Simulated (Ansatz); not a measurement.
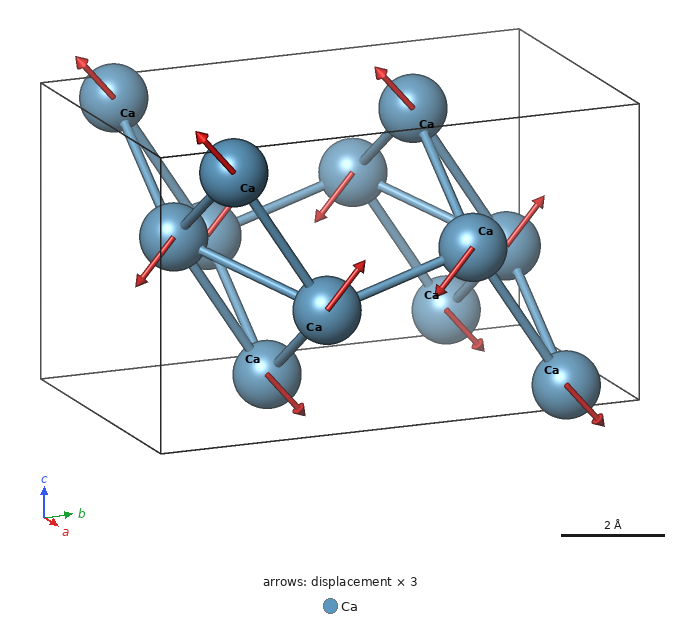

A relaxation of a crystal of Ca (built on the alpha-gallium_64 type). The starting structure is drawn; red arrows show the displacements (the part carried along by the change of the cell is left out), magnified 3 times.

A ball-and-stick model of the conventional cell (2 times the calculation's cell), seen slightly off an axis. Lengths and directions refer to the drawn axes.

Case: alpha-gallium type (Cmce, No. 64).

Computed with DFT r2SCAN, scalar-relativistic, plane waves, PAW (Ansatz).

Input
```yaml
crystal:
  lattice:
    - [2.9970133809, -5.0793818907, 0.0]
    - [2.9970133809, 5.0793818907, 0.0]
    - [0.0, 0.0, 6.0019998392]
  atoms:
    - { symbol: Ca, position: [0.1525, 0.8475, 0.0785] }
    - { symbol: Ca, position: [0.6525, 0.3475, 0.4215] }
    - { symbol: Ca, position: [0.8475, 0.1525, 0.9215] }
    - { symbol: Ca, position: [0.3475, 0.6525, 0.5785] }
basis:
  ecutwfc: 500
kpoints:
  mp_grid: { grid: [10, 10, 8] }
hamiltonian:
  xc: r2scan
scf:
  occupations: { method: gaussian, width: 0.1 }
output:
  forces: true
  stress: true
  eigenvalues: true
relax:
  adjacent_minimum: "off"
  f_tol: 0.01
  max_steps: 80
  cell: { stress_tol: 0.05 }
```

Describe the change and its energy.

Answer. The largest moves relative to the cell, 0.42 Å, are those of Ca1, Ca2, Ca3 and Ca4. Ca1 goes roughly along [0 1 −3]. The drawn cell changes as follows: a 5.994 → 6.433 Å (+7.3 %), b 10.159 → 13.584 Å (+33.7 %), c 6.002 → 3.999 Å (−33.4 %); the volume changes by −4.4 %. Among the contacts that change: Ca1–Ca1 6.002 → 3.999 Å, Ca1–Ca2 4.953 → 3.788 Å, Ca1–Ca3 3.714 → 4.534 Å, Ca1–Ca3 (another image) 3.239 → 3.596 Å. Among the angles between lasting bonds that change: Ca4–Ca1–Ca4 113.1° → 64.1°, Ca3–Ca1–Ca4 106.5° → 148.0°, Ca2–Ca1–Ca4 118.2° → 106.3°. The space group (tolerance 0.01 Å) goes from Cmce (No. 64) to Fmmm (No. 69). The energy falls by 2.016 eV per cell of the calculation in 14 accepted moves (16 points after the start). Largest force component: 0.18 eV/Å at the start, 0.0012 eV/Å at the end. The pressure goes from 1.83 to 0.01 GPa. At 2 points the geometry stayed and the basis and grid were re-selected for the new cell (energy shift of 12.8 meV per cell of the calculation at most each time).
